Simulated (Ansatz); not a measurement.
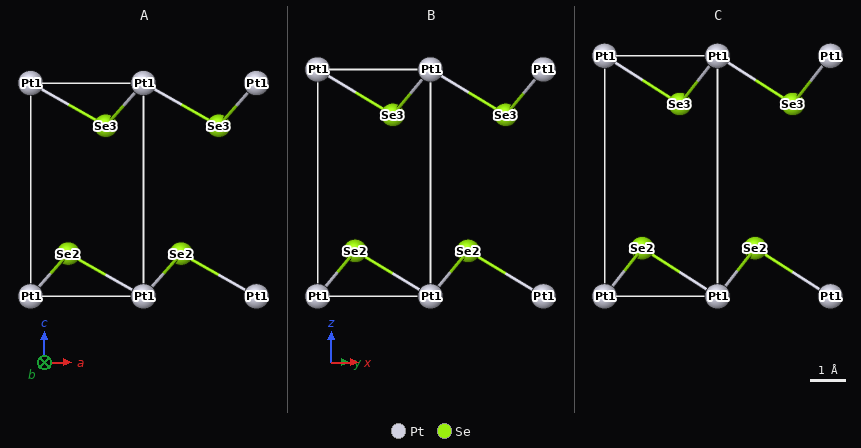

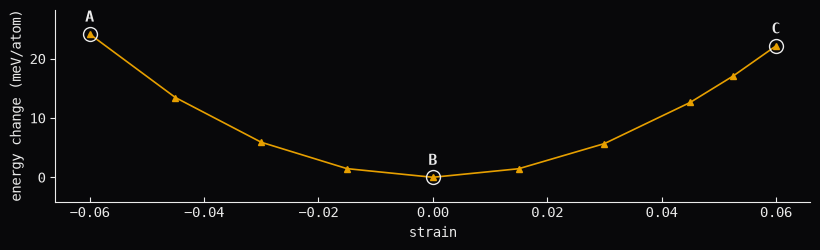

Energy scan for crystalline PtSe2 (P-3m1), in which the cell is strained along z alone, with the atoms kept at their fractional coordinates. x, y and z are the Cartesian axes of the input. The lettered frames are marked on the plot. A ball-and-stick model of the cell of the calculation, repeated 2 × 2 × 1 with one cell outlined, seen along the b axis.

Computed with DFT PBE, scalar-relativistic, plane waves, PAW (Ansatz 0.2.0). (plane-wave cutoff 420 eV; k-point mesh 12 × 12 × 4; occupations gaussian; smearing width 0.05 eV; no spin polarisation). Energies (free energies at the smearing named) are counted from the relaxed crystal.

Question: Read off the main features of the energy profile.

Answer: The lowest computed point lies at the strain 0.00 (0.0 meV/atom). At the ends of the scan the energy is 24.1 meV/atom (−0.06) and 22.1 meV/atom (0.06). The curvature at zero strain, (1/V) d²E/dε², is about 78 GPa; it is C₃₃ with clamped ions. The distortion keeps the space group P-3m1. At the strain −0.06 the cell of the drawing goes c 6.527 → 6.135 Å.

Limits of the set-up: layers or molecules are held without a dispersion correction, so their spacing is unreliable.
